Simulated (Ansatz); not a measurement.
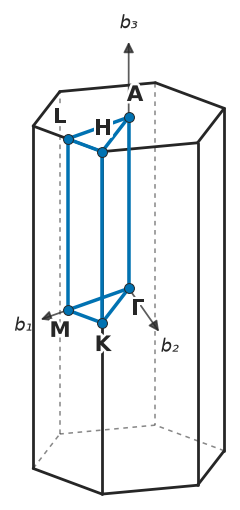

The first Brillouin zone and its special points. Crystal: Sr, the input geometry of an electronic-structure calculation (not necessarily at equilibrium). The drawing is computed from the coordinates (standard cell, symmetry found to 0.002 Å).

Space group No. 191, P6/mmm; a = 10.988 Å, b = 10.988 Å, c = 4.421 Å, α = 90.00°, β = 90.00°, γ = 120.00°.

Labels and path follow the convention of Hinuma et al. (2017), as computed by seekpath; the arrows show the directions of the reciprocal primitive vectors b₁, b₂, b₃, in which coordinates are given; lengths include the factor 2π.

**List the special points with their coordinates and distances from Γ.**

```csv
point,k₁,k₂,k₃,length of k (1/Å)
Γ,0,0,0,0.000
A,0,0,1/2,0.711
K,1/3,1/3,0,0.381
H,1/3,1/3,1/2,0.806
M,1/2,0,0,0.330
L,1/2,0,1/2,0.784
```

**What is the zone's volume?**

(2π)³ over the primitive cell's volume of 462.24 Å³: 0.537 Å⁻³.
